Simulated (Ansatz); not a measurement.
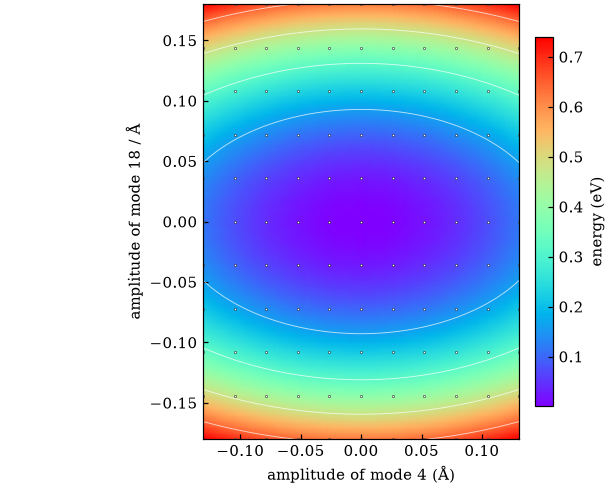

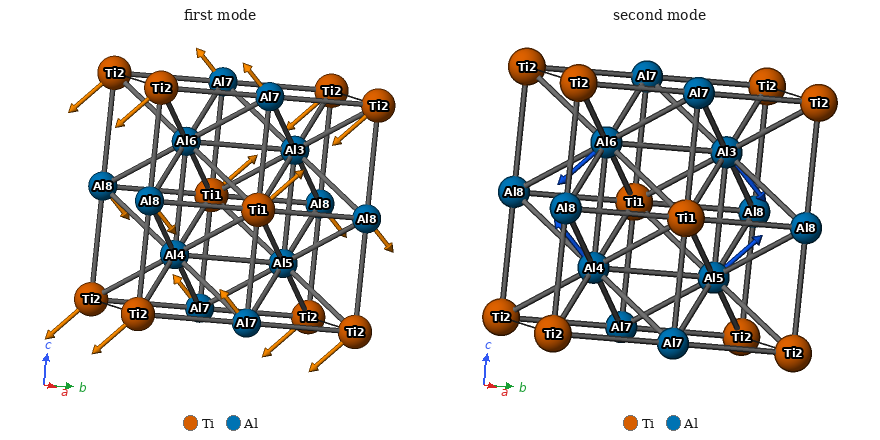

Energy landscape of TiAl3 (Pm-3m, No. 221; 8 atoms in the cell). The energy is mapped over two normal modes frozen in (zone-centre modes of the 8-atom cell of this scan, which folds in the wave vector (0, 1/2, 1/2) of the primitive cell). Coordinates scanned: (1) amplitude of mode 4 (178 cm⁻¹), largest displacement; (2) amplitude of mode 18 (306 cm⁻¹), largest displacement. Nothing is relaxed (the cell and all other modes fixed). The scan uses an 11 × 11 grid; 36 points were computed and 85 follow by symmetry. Points are written as (first, second). Energies: eV per cell, counted from the lowest grid point. Computed with DFT LDA, scalar-relativistic, plane waves, PAW in Ansatz. Settings: cutoff 520 eV, k-mesh 10×8×8 in the order of the run's cell vectors, gaussian smearing 0.15 eV, no spin polarisation.

In the figure: a smooth colour map with a few white contour lines, dots at the grid points. Between grid points the surface is interpolated. The second picture is the structure at the lowest point

**What does the map say about the system?**

The lowest grid point is at (0.000 Å, 0.000 Å). It is the only kind of minimum in the scanned range. The highest grid point, (−0.131 Å, −0.180 Å), lies 0.74 eV above the lowest.

The whole map (36 points run) took 14 min on 4 threads of Arm Neoverse N1, on a shared host.

PAW datasets: the set soft_1.
